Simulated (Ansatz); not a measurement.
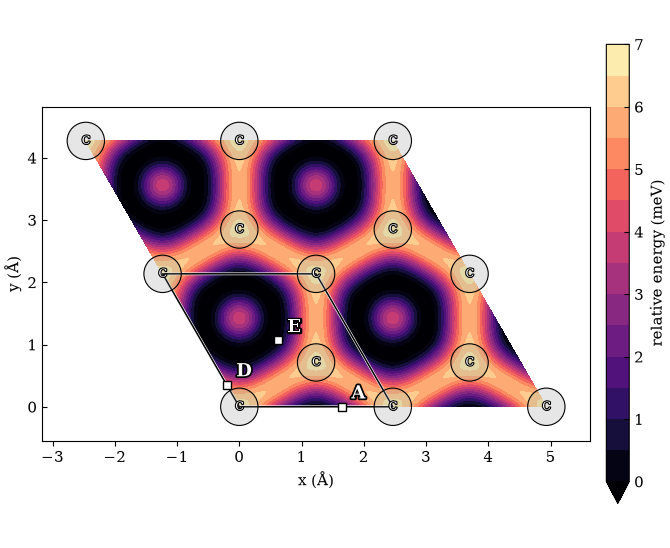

Si on a two-dimensional sheet of C (8 atoms of substrate and one adsorbate in a 2 × 2 cell). 
- Si is moved over the surface cell at a fixed height above a rigid substrate; the origin of the map has the adsorbate above C1; the height is held at 3.10 Å.
- Places are given modulo a cell vector. The map is drawn in real space over the plane of the surface.
- The scan uses a 6 × 6 grid; 7 points were computed and 29 follow by symmetry.
- Places are given in fractions of the 1 × 1 surface cell.
- All energies are given in meV relative to the lowest grid point.
- At a fixed height the lowest place need not be the adsorption site.
- All numbers below come from Ansatz, DFT PBE+D3(BJ), scalar-relativistic, plane waves, PAW. Settings: cutoff 420 eV, k-mesh 6×6×1, gaussian smearing 0.1 eV, spin-polarised.

The picture shows filled contours, labelled circles for the atoms of the top layer, the outline of one cell of the 2 × 2 shown, lettered points. Between grid points the surface is interpolated.

Question: Is E the lowest point of the computed grid?

Answer: Yes. E, at (3/6, 3/6) of the cell vectors [nearest 1 C at 3.18 Å], has the lowest energy of the grid.

Question: What kind of point is each of A, E: minimum, saddle, maximum or slope?

Answer: A: on a slope; E: minimum. (In these two coordinates alone; a stationary point may lie a little off the grid point.)

PAW datasets: the set soft_1.
